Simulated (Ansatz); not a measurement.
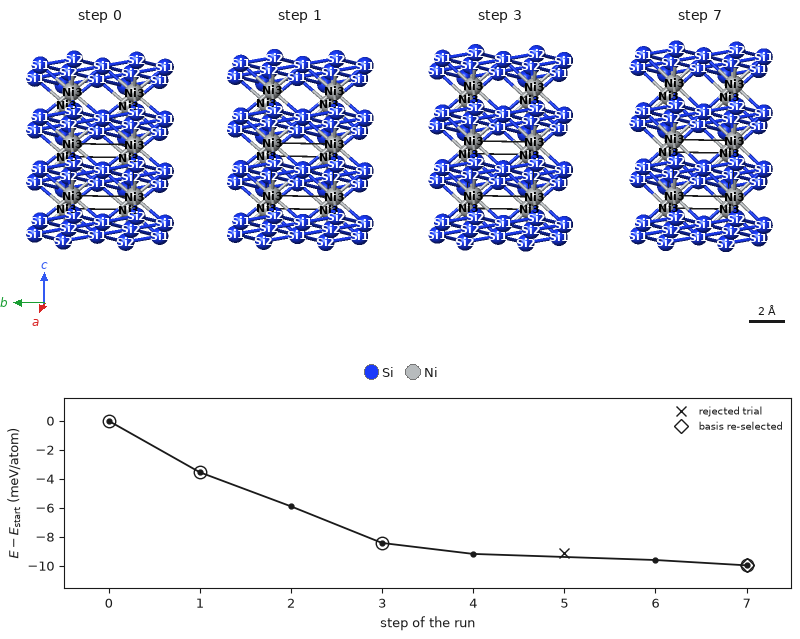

Frames of a relaxation of solid Si2Ni (a generated structure, set up in P4/mmm) (coarse preliminary run), marked on the history of the run. Style: ball-and-stick. Shown: the cell of the calculation, repeated 1 × 1 × 2 with one cell outlined, from a free direction.

Method: Ansatz, DFT PBE, scalar-relativistic, plane waves, PAW. (plane-wave cutoff 420 eV; k-point mesh 6 × 6 × 6; occupations gaussian; smearing width 0.1 eV; no spin polarisation; cell and atoms relaxed; force threshold 0.04 eV/Å; at most 70 steps)

**What happens along the run?**

After 5 accepted moves (7 points after the start) the energy has fallen by 10.0 meV per atom. All forces vanish by symmetry, so only the cell relaxes. The pressure goes from 0.28 to 0.15 GPa. The line search rejected the trial step at point 5 of the run. At 1 point the geometry stayed and the basis and grid were re-selected for the new cell (energy shift of 0.4 meV per atom at most each time). The atoms keep their places relative to the cell (all moves are under 0.005 Å). The drawn cell changes as follows: a = b 3.657 → 3.529 Å (−3.5 %), c 3.101 → 3.349 Å (+8.0 %); the volume changes by +0.6 %. Some distances before and after: Si1–Si2 2.586 → 2.496 Å, Si1–Ni3 2.397 → 2.433 Å. The space group stays P4/mmm (No. 123). The run took 35 s on 1 thread of Intel(R) Xeon(R) Processor @ 2.50GHz (Skylake/Cascade Lake) (shared host), peak memory 0.36 GiB. From step 0 to 1: energy −3.5 meV per atom. From step 1 to 3: energy −4.9 meV per atom. From step 3 to 7: volume +0.5 %, energy −1.5 meV per atom.

| step | E − E(0), meV/atom | pressure, GPa | volume, Å³/atom | note |
| --- | --- | --- | --- | --- |
| 0 | 0.00 | 0.28 | 13.824 |  |
| 1 | -3.55 | 0.31 | 13.832 |  |
| 2 | -5.89 | -0.08 | 13.887 |  |
| 3 | -8.42 | 0.48 | 13.834 |  |
| 4 | -9.17 | 0.68 | 13.853 |  |
| 5 | -9.09 | -1.25 | 14.037 | rejected |
| 6 | -9.59 | 0.09 | 13.905 |  |
| 7 | -9.96 | 0.15 | 13.905 | same geometry, new basis |
